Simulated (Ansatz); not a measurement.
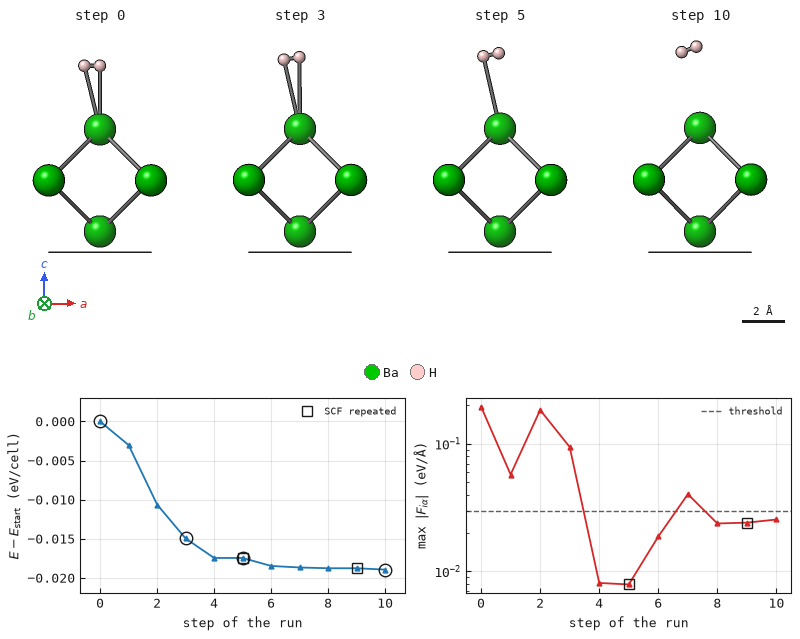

Frames of a constrained relaxation of a slab of composition Ba$_{3}$H$_{2}$ (cut from the Im-3m phase), marked on the history of the run. Style: ball-and-stick. Shown: the 1 × 2 repeat of the cell, outlined in the plane, without the vacuum, along the b axis.

Case: H2 put at a top Ba site. The slab is the (1 0 0) face of Ba with H2 on it. 1 atoms are held fixed.

The calculation used DFT PBE+D3(BJ), scalar-relativistic, plane waves, PAW (Ansatz).

Input
```yaml
crystal:
  lattice:
    - [4.9162006832, 0.0, 0.0]
    - [0.0, 4.9162006832, 0.0]
    - [0.0, 0.0, 23.9162006832]
  atoms:
    - { symbol: Ba, position: [0.5, 0.5, 0.3554076215] }
    - { symbol: Ba, position: [0.0, 0.0, 0.4581873386] }
    - { symbol: Ba, position: [0.5, 0.5, 0.5609670558] }
    - { symbol: H, position: [0.5, 0.5, 0.6889137996] }
    - { symbol: H, position: [0.347525263, 0.4949958563, 0.6889137996] }
basis:
  ecutwfc: 420
kpoints:
  mp_grid: { grid: [6, 6, 1] }
hamiltonian:
  xc: pbe
  dispersion: d3bj
scf:
  occupations: { method: gaussian, width: 0.1 }
output:
  forces: true
  eigenvalues: true
relax:
  adjacent_minimum: "off"
  f_tol: 0.03
  max_steps: 70
  constraints: [{ sites: [0] }]
efield:
  axis: 3
  dipole_correction: true
  ramp_width: 0.04
```

Launched with:
```bash
ansatz run input.yaml --threads 1 --pin off --max-ram 2560MiB --backend cpu --events-out ev --progress --plain --runs-dir out
```

What happens along the run?

Answer. The energy falls by 18.9 meV per cell of the calculation in 8 accepted moves (10 points after the start). The largest force component goes from 0.2 to 0.026 eV/Å. 2 steps only repeated the SCF at the same geometry. H4 moves most: 0.94 Å at 11° to the normal (+c side). Largest moves by element: H 0.94 Å, Ba 0.07 Å. The cell doesn't change. Some distances before and after: Ba3–H4 3.060 → 3.918 Å, Ba3–H5 3.151 → 3.755 Å, Ba1–Ba2 4.258 → 4.279 Å, Ba2–Ba3 4.258 → 4.273 Å. From step 0 to 3: H4 moves most (0.41 Å), energy −15.0 meV per cell of the calculation. From step 3 to 5: H4 moves most (0.19 Å), energy −2.5 meV per cell of the calculation. From step 5 to 10: H4 moves most (0.34 Å), energy −1.5 meV per cell of the calculation.

```json
{"step": "0", "E − E(0), meV/atom": "0.00", "largest force component, eV/Å": "0.1959", "note": ""}
{"step": "1", "E − E(0), meV/atom": "-0.60", "largest force component, eV/Å": "0.0575", "note": ""}
{"step": "2", "E − E(0), meV/atom": "-2.12", "largest force component, eV/Å": "0.1844", "note": ""}
{"step": "3", "E − E(0), meV/atom": "-2.99", "largest force component, eV/Å": "0.0945", "note": ""}
{"step": "4", "E − E(0), meV/atom": "-3.49", "largest force component, eV/Å": "0.0081", "note": ""}
{"step": "5", "E − E(0), meV/atom": "-3.49", "largest force component, eV/Å": "0.0079", "note": "same geometry, SCF repeated"}
{"step": "6", "E − E(0), meV/atom": "-3.69", "largest force component, eV/Å": "0.0188", "note": ""}
{"step": "7", "E − E(0), meV/atom": "-3.73", "largest force component, eV/Å": "0.0403", "note": ""}
{"step": "8", "E − E(0), meV/atom": "-3.75", "largest force component, eV/Å": "0.0237", "note": ""}
{"step": "9", "E − E(0), meV/atom": "-3.75", "largest force component, eV/Å": "0.0241", "note": "same geometry, SCF repeated"}
{"step": "10", "E − E(0), meV/atom": "-3.79", "largest force component, eV/Å": "0.0255", "note": ""}
```

Limits of the set-up: the periodic images lie only 4.9 Å apart, so the values are limited by the cell's size.
